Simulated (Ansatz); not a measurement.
Consider this structure.

```
Te Mo
1.0
     3.49418    0.00000    0.00000
    -1.74709    3.02605    0.00000
     0.00000    0.00000   13.44540
Te Mo
4 2
Direct
  0.33333 0.66667 0.61635
  0.66667 0.33333 0.11635
  0.66667 0.33333 0.38365
  0.33333 0.66667 0.88365
  0.33333 0.66667 0.25000
  0.66667 0.33333 0.75000
```

Q: Summarise the structure in words.

A: Composition: Te$_{2}$Mo. The structure has P6_3/mmc (No. 194) symmetry and a primitive hexagonal lattice. Type of structure: 2H molybdenite (MoS₂) type. It has 6 atoms to the cell (4 Te, 2 Mo). Around each Te lie three Mo in a trigonal pyramidal arrangement at 2.70 Å. Each Mo atom is coordinated by six Te in a trigonal prismatic arrangement at 2.70 Å. The bonds build Te2Mo layers parallel to (001).

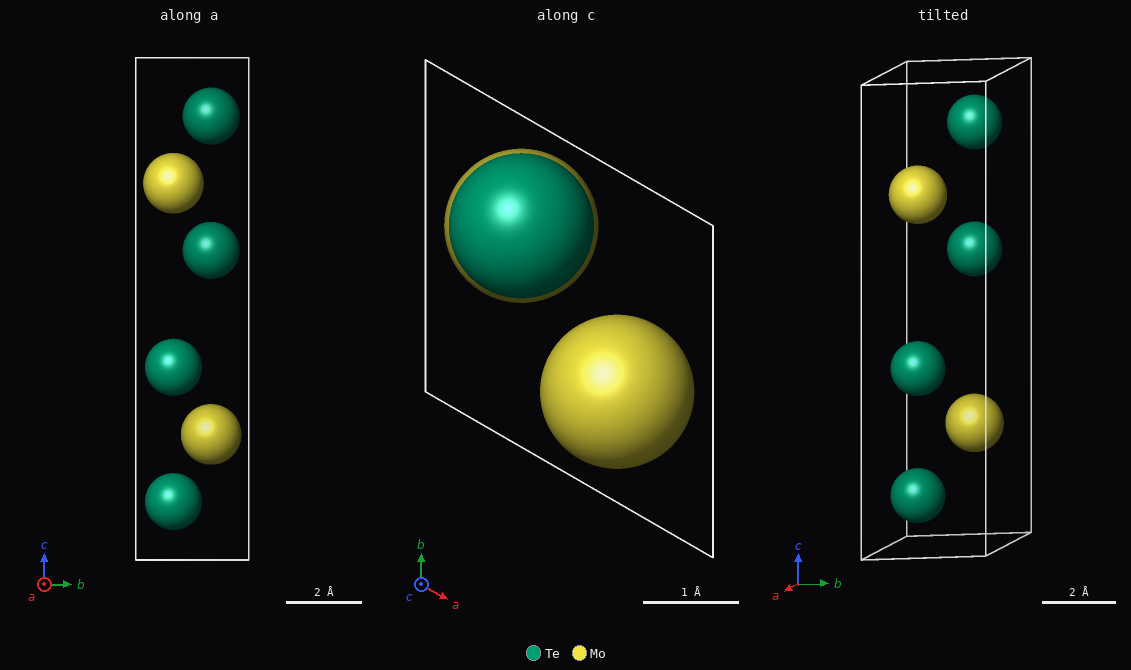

Figure: spheres-only view along the a axis, along the c axis and slightly off an axis. The wireframe shows the conventional unit cell. Colours: tellurium teal, molybdenum yellow.

The initial geometry was a structure listed in the Materials Project. The cell was then strained or its atoms displaced on purpose. The atoms were relaxed in a fixed cell with Ansatz 0.2.0, DFT PBEsol, scalar-relativistic, plane waves, PAW.
